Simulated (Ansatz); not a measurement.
What is the Fermi surface of Mg (Im-3m)?

Input file:

```yaml
crystal:
  lattice:
    - [-1.7727645, 1.7727645, 1.7727645]
    - [1.7727645, -1.7727645, 1.7727645]
    - [1.7727645, 1.7727645, -1.7727645]
  atoms:
    - { symbol: Mg, position: [0.0, 0.0, 0.0] }
basis:
  ecutwfc: 420
kpoints:
  mp_grid: { grid: [16, 16, 16] }
hamiltonian:
  xc: pbe
scf:
  occupations: { method: gaussian, width: 0.05 }
output:
  forces: true
  eigenvalues: true
  eigenstates:
    nscf_kmesh: { grid: [34, 34, 34] }
    top_band: c6
    de_dk: true
    localisation: false
  stress: true
checkpoint:
  write: ck
  compress: false
  write_wavefunctions: false
  write_every: 100000
```

Run with:

```sh
ansatz run input.yaml --threads 1 --pin off --max-ram 3072MiB --backend cpu --events-out ev --progress --plain --runs-dir out
```

Method: DFT PBE, scalar-relativistic, plane waves, PAW; levels and slopes on a dense k mesh at the converged density (Ansatz). No spin polarisation. k mesh for the levels: 34×34×34. Unrelaxed database geometry. The cell comes from a database of computed structures, not from a measurement.

Two bands cross the Fermi level; this is a three-dimensional metal. The density of states at the Fermi level is 0.42 states/eV per primitive cell. The intraband plasma frequency is 8.2 eV in all directions.

Band 5: an open hole network that joins neighbouring zones in all directions (6.5 % of the zone); mean Fermi speed 12 × 10⁵ m/s.
Band 6: six electron pockets centred at N (each 1.1 % of the zone); mean Fermi speed 12 × 10⁵ m/s.
A pocket cut by a face of the zone is counted once with the part on the opposite face.

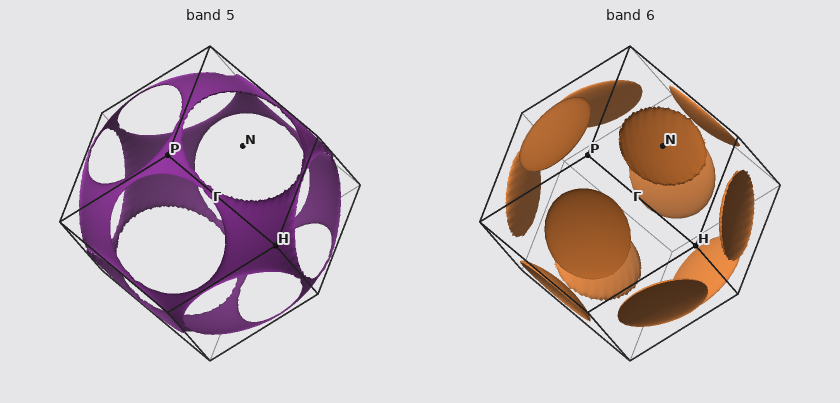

Each panel holds one band. The brighter face of a sheet looks towards empty states.

Necks and pockets thinner than about two mesh steps aren't resolved, so separate pockets may in truth be joined.

Cost: 11 s on 1 thread of Arm Neoverse V1 (shared host), peak memory 0.38 GiB.
